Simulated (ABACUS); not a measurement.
# Single-point calculation at one volume of an equation of state, with input and output: InP (part 2 of 2)

InP (F-43m, 2 atoms in the cell); Kohn-Sham DFT of a periodic cell, PBEsol, PseudoDojo NC SR 0.4.1 PBEsol standard, no spin polarisation (ABACUS 3.10.1); cutoff 966 eV, 8×8×8 k-mesh, fermi-dirac of 0.05 eV. The structure derives from an entry of the Crystallography Open Database. It belongs to a series of runs on one base structure; here: volume scaled by 0.98.

Geometry of the input (Å; fractional positions):
```
0.0000  2.9108  2.9108
2.9108  0.0000  2.9108
2.9108  2.9108  0.0000
In 0.0000  0.0000  0.0000
P  0.7500  0.7500  0.7500
```

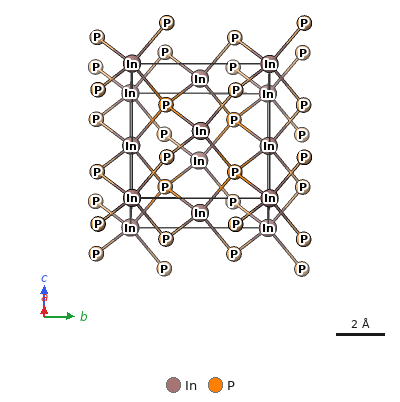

**Figure 1.** The structure (ball-and-stick view of the cell 4 times as large as that of the calculation, set on its symmetry axes, seen at an oblique angle; neighbours outside the cell are drawn fainter). An atom can appear more than once, as a periodic image.

Log, continued:
```
 number of pseudo atomic orbitals for In is 3
WARNING: norm of atomic wavefunction # 2 of atomic type In is 0.999327, renormalized
WARNING: norm of atomic wavefunction # 3 of atomic type In is 0.979853, renormalized

 number of pseudo atomic orbitals for P is 2
WARNING: norm of atomic wavefunction # 1 of atomic type P is 0.999978, renormalized
WARNING: norm of atomic wavefunction # 2 of atomic type P is 0.998983, renormalized

 -------------------------------------------
 SELF-CONSISTENT
 -------------------------------------------
                                 init_chg = atomic

 PW ALGORITHM --------------- ION=   1  ELEC=   1--------------------------------
 Notice: Threshold on eigenvalues was too large.
 hsover_error=0.18 > DRHO=0.108322
 Origin diag ethr = 0.01
 New diag ethr = 0.000601787

 Density error is 0.107815797779
                          Error Threshold = 0.000601786752899
----------------------------------------------------------
     Energy           Rydberg                 eV
----------------------------------------------------------
 E_KohnSham     -146.4383292839      -1992.3956838616
 E_Harris       -147.6884729773      -2009.4047614100
 E_Fermi        0.5285796817         7.1916955178
----------------------------------------------------------

 PW ALGORITHM --------------- ION=   1  ELEC=   2--------------------------------

 Density error is 0.0100071795759
                          Error Threshold = 0.00059897665433
----------------------------------------------------------
     Energy           Rydberg                 eV
----------------------------------------------------------
 E_KohnSham     -146.4649414616      -1992.7577611140
 E_Harris       -145.9774393499      -1986.1249546084
 E_Fermi        0.5702532344         7.7586932902
----------------------------------------------------------

 PW ALGORITHM --------------- ION=   1  ELEC=   3--------------------------------

 Density error is 0.00052378339175
                          Error Threshold = 5.55954420881e-05
----------------------------------------------------------
     Energy           Rydberg                 eV
----------------------------------------------------------
 E_KohnSham     -146.4669326574      -1992.7848527228
 E_Harris       -146.4440522198      -1992.4735483983
 E_Fermi        0.5632162712         7.6629504941
----------------------------------------------------------

 PW ALGORITHM --------------- ION=   1  ELEC=   4--------------------------------

 Density error is 8.5176041538e-06
                          Error Threshold = 2.90990773195e-06
----------------------------------------------------------
     Energy           Rydberg                 eV
----------------------------------------------------------
 E_KohnSham     -146.4669647248      -1992.7852890220
 E_Harris       -146.4796243259      -1992.9575317312
 E_Fermi        0.5653290543         7.6916963835
----------------------------------------------------------

 PW ALGORITHM --------------- ION=   1  ELEC=   5--------------------------------

 Density error is 1.08769606152e-06
                          Error Threshold = 4.73200230767e-08
----------------------------------------------------------
     Energy           Rydberg                 eV
----------------------------------------------------------
 E_KohnSham     -146.4669699908      -1992.7853606700
 E_Harris       -146.4659916233      -1992.7720492974
 E_Fermi        0.5654453198         7.6932782574
----------------------------------------------------------

 PW ALGORITHM --------------- ION=   1  ELEC=   6--------------------------------

 Density error is 8.79183657417e-08
                          Error Threshold = 6.04275589732e-09
----------------------------------------------------------
     Energy           Rydberg                 eV
----------------------------------------------------------
 E_KohnSham     -146.4669701456      -1992.7853627754
 E_Harris       -146.4650170373      -1992.7587893745
 E_Fermi        0.5655453486         7.6946392189
----------------------------------------------------------

 PW ALGORITHM --------------- ION=   1  ELEC=   7--------------------------------

 Density error is 5.0631371601e-09
                          Error Threshold = 4.88435365232e-10
----------------------------------------------------------
     Energy           Rydberg                 eV
----------------------------------------------------------
 E_KohnSham     -146.4669701688      -1992.7853630918
 E_KS(sigma->0) -146.4669700052      -1992.7853608654
 E_Harris       -146.4671123203      -1992.7872971622
 E_band         -3.5291625294        -48.0167195685
 E_one_elec     -48.7716050864       -663.5717297812
 E_Hartree      36.4076886765        495.3520170101
 E_xc           -43.7764118952       -595.6086397697
 E_Ewald        -90.3266415364       -1228.9570060983
 E_entropy(-TS) -0.0000003273        -0.0000044527
 E_descf        0.0000000000         0.0000000000
 E_exx          0.0000000000         0.0000000000
 E_Fermi        0.5655989672         7.6953687374
----------------------------------------------------------

 charge density convergence is achieved
 final etot is -1992.7853631 eV
 EFERMI = 7.6953687374 eV

 STATE ENERGY(eV) AND OCCUPATIONS    NSPIN == 1
 1/8 kpoint (Cartesian) = 0.0000 0.0000 0.0000 (3383 pws)
       1       -6.95521     0.00390625
       2       -6.95521     0.00390625
       3       -6.95521     0.00390625
       4       -6.79209     0.00390625
       5       -6.79209     0.00390625
       6       -4.38422     0.00390625
       7        7.30362     0.00390471
       8        7.30362     0.00390471
       9        7.30362     0.00390471
      10        8.02583    5.25798e-06
      11        11.3176    1.34851e-34
      12        11.3176    1.34851e-34
      13        11.3176    1.34851e-34

 2/8 kpoint (Cartesian) = 0.021472 0.021472 0.021472 (3380 pws)
       1       -6.97583      0.0312500
       2       -6.94717      0.0312500
       3       -6.94717      0.0312500
       4       -6.79204      0.0312500
       5       -6.79204      0.0312500
       6       -4.19904      0.0312500
       7        5.72969      0.0312500
       8        7.10746      0.0312498
       9        7.10746      0.0312498
      10        8.96289    3.05710e-13
      11        11.4826    3.97615e-35
      12        11.6055    3.40060e-36
      13        11.6055    3.40060e-36

 3/8 kpoint (Cartesian) = 0.042943 0.042943 0.042943 (3371 pws)
       1       -7.02268      0.0312500
       2       -6.93014      0.0312500
       3       -6.93014      0.0312500
       4       -6.78936      0.0312500
       5       -6.78936      0.0312500
       6       -3.68062      0.0312500
       7        3.77481      0.0312500
       8        6.71988      0.0312500
       9        6.71988      0.0312500
      10        9.06427    4.02440e-14
      11        12.0360    6.20427e-40
      12        12.0360    6.20427e-40
      13        12.5984    8.07844e-45

 4/8 kpoint (Cartesian) = 0.064415 0.064415 0.064415 (3365 pws)
       1       -7.06625      0.0312500
       2       -6.91738      0.0312500
       3       -6.91738      0.0312500
       4       -6.78210      0.0312500
       5       -6.78210      0.0312500
       6       -2.98037      0.0312500
       7        2.12854      0.0312500
       8        6.40626      0.0312500
       9        6.40626      0.0312500
      10        8.84487    3.23914e-12
      11        12.0897    2.12122e-40
      12        12.0897    2.12122e-40
      13        13.9196    2.70352e-56

 5/8 kpoint (Cartesian) = 0.085886 0.085886 0.085886 (3354 pws)
       1       -7.08354      0.0156250
       2       -6.91352      0.0156250
       3       -6.91352      0.0156250
       4       -6.77758      0.0156250
       5       -6.77758      0.0156250
       6       -2.57421      0.0156250
       7        1.39504      0.0156250
       8        6.29073      0.0156250
       9        6.29073      0.0156250
      10        8.75084    1.06189e-11
      11        12.0349    3.16849e-40
      12        12.0349    3.16849e-40
      13        14.3091    5.59658e-60

 6/8 kpoint (Cartesian) = 0.0000 0.0000 0.042943 (3371 pws)
       1       -6.99069      0.0234375
       2       -6.93941      0.0234375
       3       -6.93941      0.0234375
       4       -6.79877      0.0234375
       5       -6.78656      0.0234375
       6       -4.13810      0.0234375
       7        5.73889      0.0234375
       8        6.75886      0.0234375
       9        6.75886      0.0234375
      10        9.51975    3.33867e-18
      11        10.6487    5.21510e-28
      12        12.0777    2.02199e-40
      13        12.0777    2.02199e-40

[... levels at 2 further k points ...]

------------------------------------------------------------------------------------------
 TOTAL-FORCE (eV/Angstrom)
------------------------------------------------------------------------------------------
                       In1         0.0000000000         0.0000000000         0.0000000000
                        P1         0.0000000000         0.0000000000         0.0000000000
------------------------------------------------------------------------------------------

----------------------------------------------------------------
 TOTAL-STRESS (KBAR)
----------------------------------------------------------------
        21.7334301574         0.0000000000        -0.0000000000
         0.0000000000        21.7334301574        -0.0000000000
         0.0000000000        -0.0000000000        21.7334301574
----------------------------------------------------------------
 TOTAL-PRESSURE: 21.733430 KBAR

 --------------------------------------------
 !FINAL_ETOT_IS -1992.7853630918009458 eV
 --------------------------------------------
```

Standard output:
```
ABACUS v3.10.1

               Atomic-orbital Based Ab-initio Computation at UStc

%%%%%%%%%%%%%%%%%%%%%%%%%%%%%%%%%%%%%%%%%%%%%%%%%%%%%%%%%%%%%%%%%%%%%%%%%%%%%%%%%%%%%%%%%%%%%%%%%%%%%%%%%
 Warning: the number of valence electrons in pseudopotential > 3 for In: [Kr] 4d10 5s2 5p1
 Pseudopotentials with additional electrons can yield (more) accurate outcomes, but may be less efficient.
 If you're confident that your chosen pseudopotential is appropriate, you can safely ignore this warning.
%%%%%%%%%%%%%%%%%%%%%%%%%%%%%%%%%%%%%%%%%%%%%%%%%%%%%%%%%%%%%%%%%%%%%%%%%%%%%%%%%%%%%%%%%%%%%%%%%%%%%%%%%

 UNIFORM GRID DIM        : 45 * 45 * 45
 UNIFORM GRID DIM(BIG)   : 45 * 45 * 45
 ---------------------------------------------------------
 Self-consistent calculations for electrons
 ---------------------------------------------------------
 SPIN    KPOINTS         PROCESSORS  THREADS
 1       29              4           4
 ---------------------------------------------------------
 Use plane wave basis
 ---------------------------------------------------------
 ELEMENT NATOM       XC
 In      1
 P       1
 ---------------------------------------------------------
 Initial plane wave basis and FFT box
 ---------------------------------------------------------
 -------------------------------------------
 SELF-CONSISTENT :
 -------------------------------------------
 START CHARGE      : atomic
 ITER       ETOT/eV          EDIFF/eV         DRHO     TIME/s
 DA1     -1.99239568e+03   0.00000000e+00   1.0782e-01   0.95
 DA2     -1.99275776e+03  -3.62077252e-01   1.0007e-02   0.47
 DA3     -1.99278485e+03  -2.70916088e-02   5.2378e-04   0.48
 DA4     -1.99278529e+03  -4.36299287e-04   8.5176e-06   0.43
 DA5     -1.99278536e+03  -7.16479427e-05   1.0877e-06   0.65
 DA6     -1.99278536e+03  -2.10540381e-06   8.7918e-08   0.48
 DA7     -1.99278536e+03  -3.16407246e-07   5.0631e-09   0.53
----------------------------------------------------------------
 TOTAL-STRESS (KBAR)
----------------------------------------------------------------
        21.7334301574         0.0000000000        -0.0000000000
         0.0000000000        21.7334301574        -0.0000000000
         0.0000000000        -0.0000000000        21.7334301574
----------------------------------------------------------------
 TOTAL-PRESSURE: 21.733430 KBAR
```
